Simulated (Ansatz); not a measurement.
## Electronic structure of AlN in real space

Input file:

```
crystal:
  lattice:
    - [-0.060668161, 2.0020493127, 2.0020493127]
    - [1.961603872, -0.0202227203, 1.961603872]
    - [2.022272033, 2.022272033, -0.0808908813]
  atoms:
    - { symbol: Al, position: [0.5, 0.5, 0.5] }
    - { symbol: "N", position: [0.0, 0.0, 0.0] }
basis:
  ecutwfc: 520.0
kpoints:
  mp_grid: { grid: [10, 10, 10] }
hamiltonian:
  xc: pbesol
  pseudopotentials: { kind: paw, azcp: { folder: soft_1 } }
scf:
  occupations: { method: gaussian, width: 0.05 }
output:
  forces: true
  stress: true
  eigenvalues: true
  write_density: true
  write_potential: true
  elf: true
  volumetric_format: npy
```

Command:

```sh
ansatz run input.yaml --threads 1 --pin off --max-ram 2048MiB --backend cpu --events-out ev --progress --plain --runs-dir out
```

Below, planes, directions and counts refer to the conventional cell (a = 2.77 Å, b = 2.83 Å, c = 2.86 Å, α = 62.32°, β = 61.66°, γ = 61.34°).

Space group P-1; a structure from a database of computed crystals, not necessarily the ambient phase; changed on purpose from its base cell (engineering shear strain xz -0.0600, engineering shear strain yz -0.0200); PAW files of the earlier set (soft_1).

The calculation used DFT PBEsol, scalar-relativistic, plane waves, PAW in Ansatz.

In a PAW calculation such maps are meaningful between the atoms, not at the nuclei.

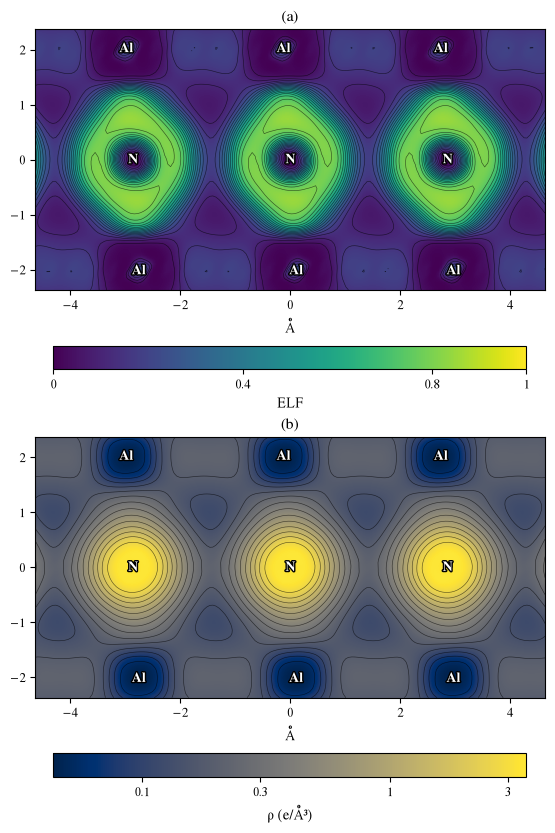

Figure 1. (a) electron localisation function; (b) valence pseudo-density on the (11̄0) plane of the conventional cell.

**Read the bonding off the picture.**

- The section cuts through Al and N sites.
- Al–N (2.02 Å): the density is about 0.52 e/Å³ at the midpoint; the ELF peaks at about 0.85 in the valence shell of N, 0.8 Å from its nucleus, and is about 0.80 at the midpoint.
- Between the atoms the lowest density in this plane is 0.12 e/Å³.

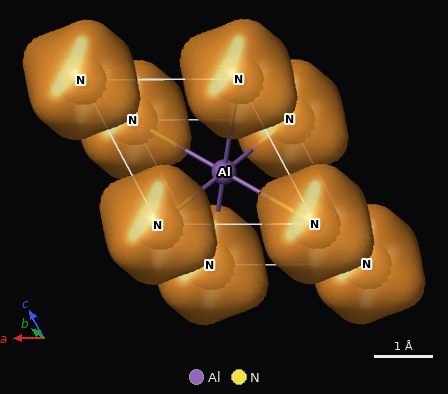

Figure 2. Isosurface of the ELF at 0.65 (orange), seen at an oblique angle. Only the valence region is drawn (cores and ρ < 0.01 e/Å³ removed). Sticks mark near contacts.

**What do the ELF domains correspond to?**

At this value the surface marks out one region on N in which the atom's valence shell and bonds are merged, counted in one cell of 2 atoms. Regions shared between cells count once.

**Does the calculation make it a metal, or give it a gap?**

It is gapped, with a Kohn–Sham gap of 3.4 eV on the k-point mesh, an upper bound to the gap of this method.
